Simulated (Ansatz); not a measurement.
System: SiMo3.

```xyz
24
Lattice="4.8616 -4.8616 0.0000 0.0000 4.8616 -4.8616 4.8616 4.8616 4.8616" Properties=species:S:1:pos:R:3 pbc="T T T"
Si    0.0433    0.0433    0.0433
Si    4.9049    0.0433    0.0433
Si    4.9049    4.9049    0.0433
Si    2.4741    2.4741   -2.3875
Si    2.4741    2.4741    2.4741
Si    7.3357    2.4741    2.4741
Mo    1.2154    4.8616   -2.4308
Mo    6.0770    0.0000    2.4308
Mo    6.0770    4.8616    2.4308
Mo    2.4308   -1.2154    0.0000
Mo    2.4308    3.6462    0.0000
Mo    7.2924    3.6462    0.0000
Mo    3.6462    0.0000   -2.4308
Mo    3.6462    4.8616   -2.4308
Mo    3.6462    4.8616    2.4308
Mo    2.4308    1.2154    0.0000
Mo    7.2924    1.2153    0.0000
Mo    7.2924    6.0770    0.0000
Mo    4.8616   -2.4308   -1.2154
Mo    4.8616    2.4308   -1.2154
Mo    4.8616    2.4308    3.6462
Mo    4.8616   -2.4308    1.2154
Mo    4.8616    2.4307    1.2154
Mo    4.8616    7.2924    1.2154
```

Space group R3c; changed on purpose from its base cell (all Si atoms moved +0.075 Å, as atom 1 along Cartesian [1 1 1]); not relaxed (largest force 0.7 eV/Å); computed without spin polarisation.

Method: DFT PBEsol, scalar-relativistic, plane waves, PAW in Ansatz 0.2.0.

What will maps of the valence pseudo-density and electron localisation function show?

Answer. Mo–Mo (2.43 Å): ρ at the midpoint is about 0.65 e/Å³; the ELF is about 0.30 at the midpoint.
Si–Mo (2.66 Å): the density is about 0.35 e/Å³ at the midpoint; the ELF peaks at about 0.65 in the valence shell of Si, 0.9 Å from its nucleus, and is about 0.30 at the midpoint.
Si–Mo (2.74 Å): ρ at the midpoint is about 0.31 e/Å³; the ELF peaks at about 0.65 in the valence shell of Si, 0.9 Å from its nucleus, and is about 0.30 at the midpoint.

Metal or insulator at this level of theory?

Answer. It is gapless in this calculation (a metal or semimetal).

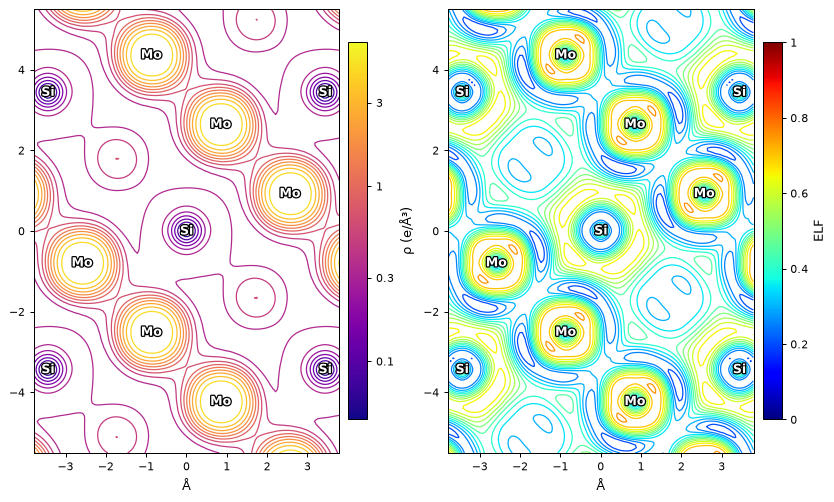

Computed valence pseudo-density and electron localisation function on the (101) plane of the conventional cell, in this order. 

Core electrons are frozen (PAW), and the valence fields are smoothed inside the atomic spheres.
